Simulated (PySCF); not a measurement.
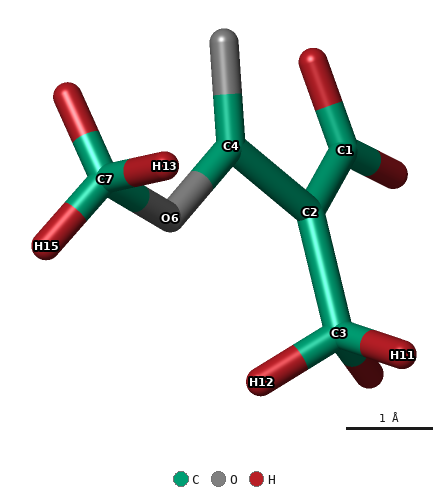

*The input geometry (stick view, seen at a tilt; atoms are numbered from 1 in the order of the input).*

Bond lengths as drawn: C–C 1.29 to 1.57 Å, C–H 1.05 to 1.09 Å and C–O 1.21 to 1.40 Å.

## C₅H₈O₂: NMR shielding calculation

System: C₅H₈O₂ (methyl methacrylate), SMILES C=C(C)C(=O)OC.
Method: GIAO PBE0/pcSseg-1 NMR shielding, non-relativistic, gas phase (PySCF 2.14.0).

The geometry comes from this level: GFN2-xTB, MD frame at 425 fs, 400 K. It belongs to a series of runs on one base structure; here: MD frame at 425 fs, 400 K. Figures and captions count atoms from 1; the log counts them from 0 in places.

## Input file
```
{"job": {"kind": "nmr", "xc": "PBE0", "basis": "pcSseg-1", "pop": false}, "charge": 0, "multiplicity": 1}
C     -2.056800     1.298700    -0.375000
C     -1.306100     0.264500    -0.541500
C     -1.647500    -1.014400    -1.215800
C      0.148500     0.450100     0.009100
O      0.555400     1.548400     0.310100
O      0.701800    -0.699500     0.219500
C      2.057000    -0.775200     0.548700
H     -3.072600     1.407000    -0.598800
H     -1.590900     2.133700     0.135000
H     -2.729800    -1.121100    -1.239800
H     -1.302500    -1.216900    -2.228000
H     -1.359700    -1.854500    -0.575800
H      2.592800    -0.630600    -0.381600
H      2.266800     0.057500     1.224300
H      2.221400    -1.752000     0.930300
```

The first line tells a small driver script what to run in PySCF; the rest is the geometry in Å.

Launched with:
```bash
OMP_NUM_THREADS=1 python <driver script> task.json out
```

## The program's output
```
coarse grid: 12568 points
cycle   1  E = -345.1190588313  dE =  1.176e+00  |g| = 8.876e-01  |ddm| = 3.435e+00
cycle   2  E = -344.7983006632  dE =  3.208e-01  |g| = 1.590e+00  |ddm| = 1.839e+00
cycle   3  E = -345.2532462040  dE = -4.549e-01  |g| = 2.893e-01  |ddm| = 1.379e+00
cycle   4  E = -345.2688703237  dE = -1.562e-02  |g| = 7.781e-02  |ddm| = 2.459e-01
cycle   5  E = -345.2697837266  dE = -9.134e-04  |g| = 2.336e-02  |ddm| = 5.265e-02
cycle   6  E = -345.2699030686  dE = -1.193e-04  |g| = 4.550e-03  |ddm| = 2.155e-02
cycle   7  E = -345.2699073685  dE = -4.300e-06  |g| = 1.324e-03  |ddm| = 4.709e-03
final grid: 121432 points
cycle   8  E = -345.3326544170  dE = -2.248e-05  |g| = 1.291e-02  |ddm| = 2.654e-02
cycle   9  E = -345.3326128929  dE =  4.152e-05  |g| = 1.981e-02  |ddm| = 2.296e-02
cycle  10  E = -345.3326847345  dE = -7.184e-05  |g| = 3.056e-03  |ddm| = 1.521e-02
cycle  11  E = -345.3326864331  dE = -1.699e-06  |g| = 4.432e-04  |ddm| = 2.056e-03
cycle  12  E = -345.3326864670  dE = -3.394e-08  |g| = 1.157e-04  |ddm| = 3.668e-04
cycle  13  E = -345.3326864698  dE = -2.753e-09  |g| = 3.009e-05  |ddm| = 1.154e-04
cycle  14  E = -345.3326864700  dE = -2.000e-10  |g| = 7.345e-06  |ddm| = 3.671e-05
```

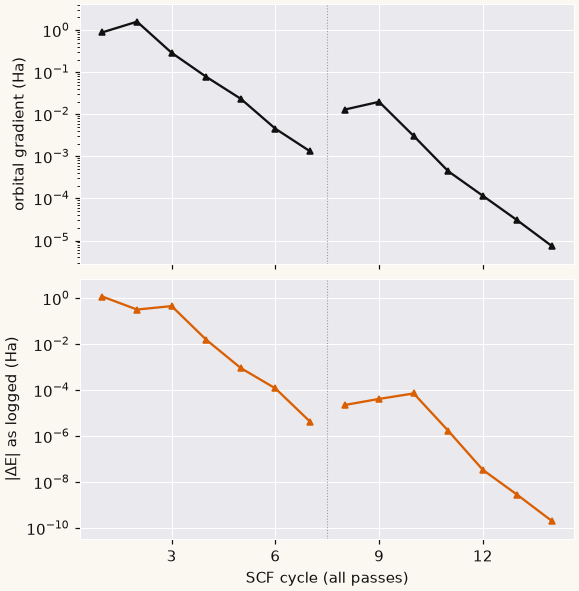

*Convergence of the self-consistent field: orbital gradient and size of the energy change against the SCF cycle. The dotted line marks the change from a coarse to the final integration grid.*

The first 7 cycles use a coarse grid, the final grid takes over at cycle 8, and the field converges after 14 cycles in all.

```
converged SCF energy = -345.3326864700

GIAO shielding tensors (ppm)
atom      isotropic    diamagn.    paramagn.     s11        s22        s33       span
  0 C       61.025     250.929    -189.904    -49.116     65.883    166.307    215.423
  1 C       43.916     262.526    -218.610    -62.584     58.015    136.318    198.902
  2 C      172.084     243.264     -71.180    159.581    165.964    190.707     31.125
  3 C       12.600     253.014    -240.415    -83.039     48.444     72.394    155.433
  4 O      -51.256     404.263    -455.520   -322.279   -179.647    348.157    670.436
  5 O      176.433     403.394    -226.961     15.289    221.864    292.147    276.858
  6 C      137.505     247.270    -109.765    106.481    124.094    181.939     75.458
  7 H       26.591      30.535      -3.944     23.872     26.296     29.604      5.732
  8 H       25.021      31.745      -6.724     22.264     23.712     29.086      6.822
  9 H       30.070      27.908       2.162     25.663     28.878     35.670     10.007
 10 H       29.987      28.061       1.925     26.431     27.157     36.371      9.940
 11 H       29.559      29.938      -0.379     24.690     29.440     34.547      9.857
 12 H       28.288      29.767      -1.479     23.482     26.578     34.804     11.322
 13 H       26.618      29.385      -2.767     22.257     25.891     31.706      9.449
 14 H       28.410      29.925      -1.515     24.485     27.091     33.653      9.168
```

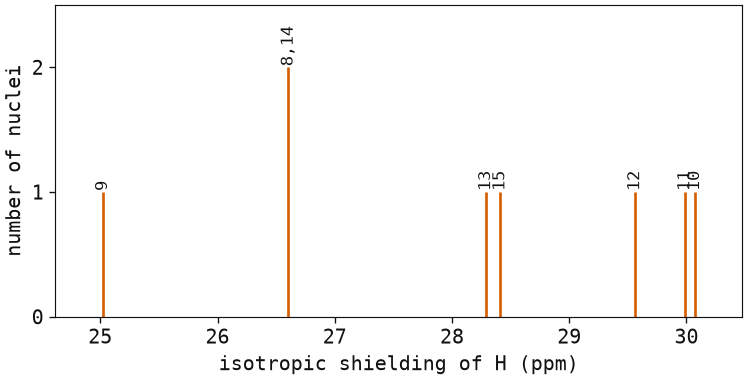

*Isotropic shieldings of the hydrogen nuclei in this fixed geometry, labelled by atom number; shielding grows to the right, so chemical shift grows to the left.*

The least shielded is H9 (25.0 ppm), the most shielded H10 (30.1 ppm).

## Summary

| quantity | value |
| --- | --- |
| outcome | converged |
| total energy | −345.332686 hartree |
| HOMO | −7.61 eV |
| LUMO | −0.62 eV |
| dipole moment | 2.46 D |
| isotropic shielding, C | 12.6 to 172.1 ppm |
| isotropic shielding, O | −51.3 to 176.4 ppm |
| isotropic shielding, H | 25.0 to 30.1 ppm |
| hardware | 1 CPU thread, shared host |
| wall time | 26 s |
| peak memory | 0.75 GiB |
